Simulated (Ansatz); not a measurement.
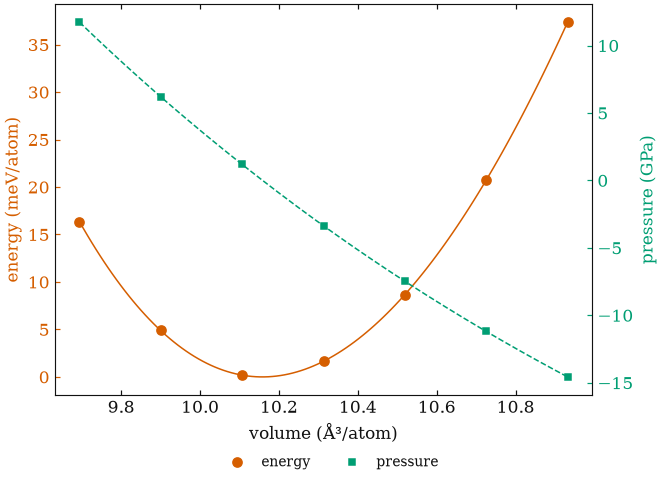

Plotted: energy and pressure against volume for SiC, space group P6_3mc (No. 186).

Cell as given: a = 3.076 Å, b = 3.076 Å, c = 10.071 Å, α = 90.00°, β = 90.00°, γ = 120.00°; 8 atoms.

Method: plane-wave DFT, no spin polarisation; energies at scaled volumes of the given cell, shape and fractions fixed, counted from the fit's minimum, third-order Birch-Murnaghan fit (Ansatz 0.2.0). Level: PBEsol with D3(BJ).

k mesh 10×10×3; occupations Fermi–Dirac; smearing width 0.05 eV; potentials Ansatz PAW; wave cutoff 420 eV; density cutoff 1680 eV.

The numbers behind the figure:

```json
{"volume (Å³/atom)": "9.69", "energy (meV/atom)": "16.36", "pressure (GPa)": "11.73"}
{"volume (Å³/atom)": "9.90", "energy (meV/atom)": "4.89", "pressure (GPa)": "6.19"}
{"volume (Å³/atom)": "10.11", "energy (meV/atom)": "0.19", "pressure (GPa)": "1.18"}
{"volume (Å³/atom)": "10.31", "energy (meV/atom)": "1.64", "pressure (GPa)": "-3.37"}
{"volume (Å³/atom)": "10.52", "energy (meV/atom)": "8.66", "pressure (GPa)": "-7.48"}
{"volume (Å³/atom)": "10.73", "energy (meV/atom)": "20.74", "pressure (GPa)": "-11.20"}
{"volume (Å³/atom)": "10.93", "energy (meV/atom)": "37.34", "pressure (GPa)": "-14.57"}
```

Limits of the calculation: shape and atomic fractions are frozen while scaling, which makes layered, chain and framework solids too stiff.
